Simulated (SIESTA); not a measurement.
# Energy of Pb along an even scaling of the cell

System: Pb (P6₃/mmc, 2 atoms in the cell).
Method: Kohn-Sham DFT of a periodic cell, LDA, PseudoDojo 0.4 standard, converted to PSML, no spin polarisation (SIESTA 5.4.2).

The 7 runs differ only in the geometry, by an even scaling of the cell at fixed fractional positions. The structure derives from an entry of the Crystallography Open Database.

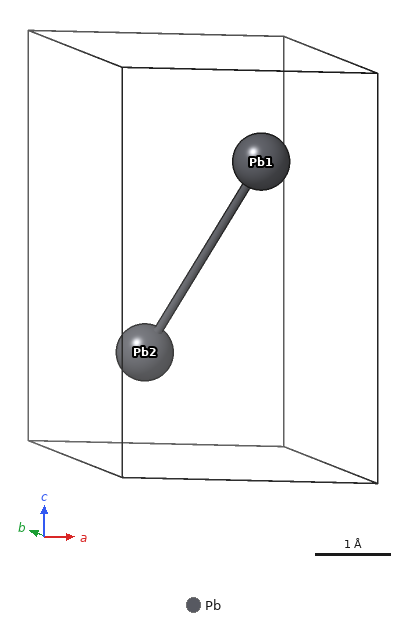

Figure 1. The structure of run 4 (ball-and-stick view of the cell of the calculation, seen slightly off an axis; atoms are numbered from 1 in the order of the input). An atom can appear more than once, as a periodic image.

### Input of run 4
```
SystemName                      Pb
SystemLabel                     Pb
NumberOfSpecies                 1
NumberOfAtoms                   2
%block ChemicalSpeciesLabel
  1  82 Pb
%endblock ChemicalSpeciesLabel

LatticeConstant                 1.0 Ang
%block LatticeVectors
     3.4800000000     0.0000000000     0.0000000000
    -1.7400000000     3.0137684052     0.0000000000
     0.0000000000     0.0000000000     5.5900000000
%endblock LatticeVectors
AtomicCoordinatesFormat         Fractional
%block AtomicCoordinatesAndAtomicSpecies
     0.6666666667     0.3333333333     0.7500000000  1  Pb
     0.3333333333     0.6666666667     0.2500000000  1  Pb
%endblock AtomicCoordinatesAndAtomicSpecies

%block kgrid.MonkhorstPack
    9   0   0  0.0
    0   9   0  0.0
    0   0   5  0.0
%endblock kgrid.MonkhorstPack
XC.Functional                   LDA
XC.Authors                      PW92
PAO.BasisSize                   DZP
PAO.EnergyShift                 0.003 Ry
Mesh.Cutoff                     500 Ry
OccupationFunction              FD
ElectronicTemperature           0.05 eV
MaxSCFIterations                120
SCF.MustConverge                false
SCF.Mixer.Method                Pulay
SCF.Mixer.Weight                0.25
SCF.Mixer.History               8
SCF.DM.Tolerance                5.0e-05
SCF.H.Tolerance                 1.0e-03 eV
WriteForces                     true
Charge.Mulliken                 end
%block PAO.Basis
  Pb 4
  n=6 0 2
    6.142 0.000
  n=6 1 2
    8.773 0.000
  n=5 2 2
    4.164 0.000
  n=6 2 1
    8.773
%endblock PAO.Basis
```

Command:
```bash
siesta < Pb.fdf > Pb.out 2>&1
```

Run 2 differs from it as follows:
```diff
-     3.4800000000     0.0000000000     0.0000000000
-    -1.7400000000     3.0137684052     0.0000000000
-     0.0000000000     0.0000000000     5.5900000000
+     3.4329672075     0.0000000000     0.0000000000
+    -1.7164836037     2.9730368121     0.0000000000
+     0.0000000000     0.0000000000     5.5144501982
```

### Results, with one run withheld

```csv
run,volume per atom (Å³),"free energy per atom, from the lowest run given (meV)",pressure (GPa)
1,27.555,18.33,3.44
2,28.141,?,?
3,28.727,2.18,1.09
4,29.314,0.00,0.14
5,29.900,1.14,−0.73
6,30.486,5.27,−1.51
7,31.073,12.12,−2.21
```

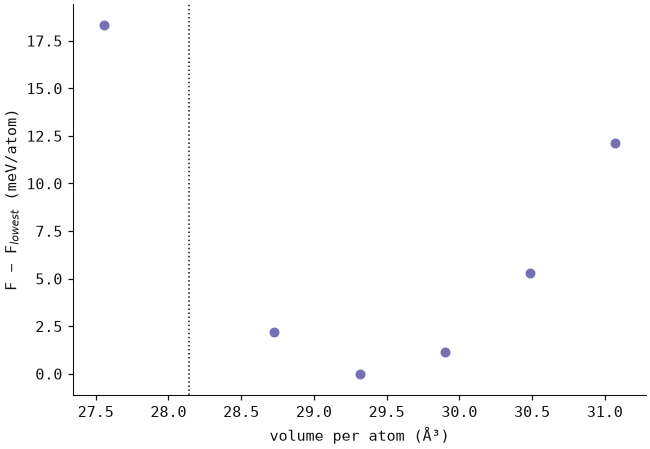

Figure 2. Free energy per atom of the runs given; the dotted line marks run 2.

Fit the runs given and predict run 2.

A cubic polynomial in V^(−2/3) (the Birch–Murnaghan form), fitted to the 6 runs given, misses them by at most 0.02 meV per atom. With x = V^(−2/3) − 0.10481 Å⁻², it reads F = −0.019457 − 305.05 x + 8.4508e+05 x² + 2.7923e+06 x³ (meV per atom). At run 2 it gives 8.15 meV per atom, and the run itself gives 8.11. The slope of the fit gives a pressure −dF/dV of 2.18 GPa there, and the run prints 2.19 GPa. The fit has its minimum at 29.395 Å³ per atom, where V d²F/dV² gives 45.2 GPa. Cell shape and fractional positions are held, so this is the stiffness under even scaling; the relaxed bulk modulus wasn't computed.

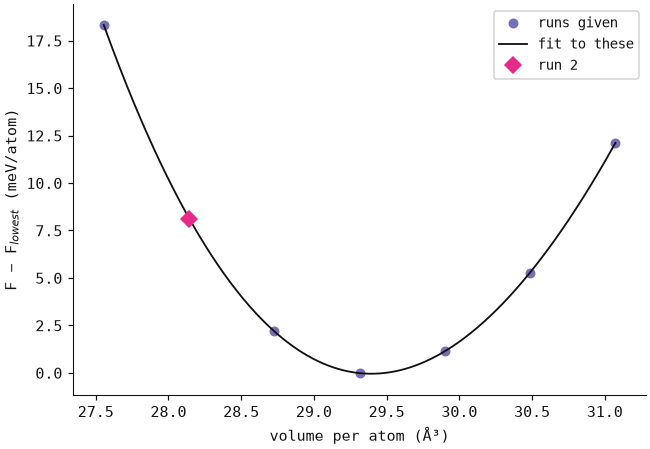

Figure 3. The fit and the withheld run.

### Some lines of the output (run 2)
```
[...]
outcell: Cell volume (Ang**3)        :     56.2823
stepf: Fermi-Dirac step function
siesta: Etot    =     -3823.096429
siesta: FreeEng =     -3823.104801
        iscf     Eharris(eV)        E_KS(eV)     FreeEng(eV)     dDmax    Ef(eV) dHmax(eV)
siesta: E_KS(eV) =            -3823.1900
siesta: E_KS - E_eggbox =     -3823.1900
siesta: Etot    =     -3823.189981
siesta: FreeEng =     -3823.199168
siesta:         Fermi =      -4.374502
siesta: Cell volume =         56.282342 Ang**3
    Orbital volume contribution        =           3.048427 eV
```

Notes: Points of doubt noted for this run: mulliken charges of long orbitals. Spin–orbit coupling is left out, which matters for Pb. With a small basis of atomic orbitals these values can differ much from converged plane-wave results.
